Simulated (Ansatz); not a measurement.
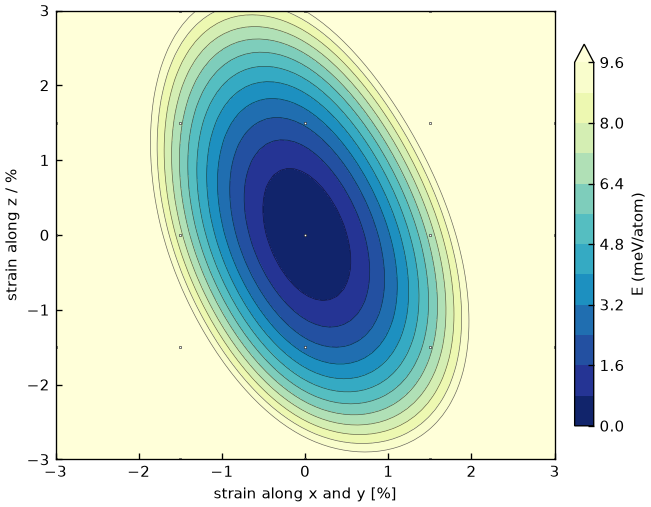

SrTiO₃ (Pm-3m, No. 221; 5 atoms in the cell). The cell is strained homogeneously, by one strain along x and y and another along z, with fractional coordinates fixed (x, y and z along the cube axes). The first coordinate is: strain along x and y; the second: strain along z. The grid has 5 × 5 points. Energies: meV/atom, counted from the lowest grid point. The calculation used DFT PBE, scalar-relativistic, plane waves, PAW in Ansatz. Settings: cutoff 420 eV, k-mesh 8×8×8, gaussian smearing 0.05 eV, no spin polarisation.

Drawn: filled contours, dots at the grid points, one colour for all values above the top of the scale. Between grid points the surface is interpolated.

**Estimate the clamped-ion elastic constants that this map fixes.**

With the cell volume of 61.0 Å³, the curvatures of the interpolated surface at its minimum give C₁₁ + C₂₂ + 2C₁₂ ≈ 820 GPa, C₃₃ ≈ 310 GPa and C₁₃ + C₂₃ ≈ 199 GPa (clamped ions, Cartesian axes of the cell). A stretch of 1 % along z with free sides (kept equal in x and y) would change the in-plane lengths by about −0.24 %.
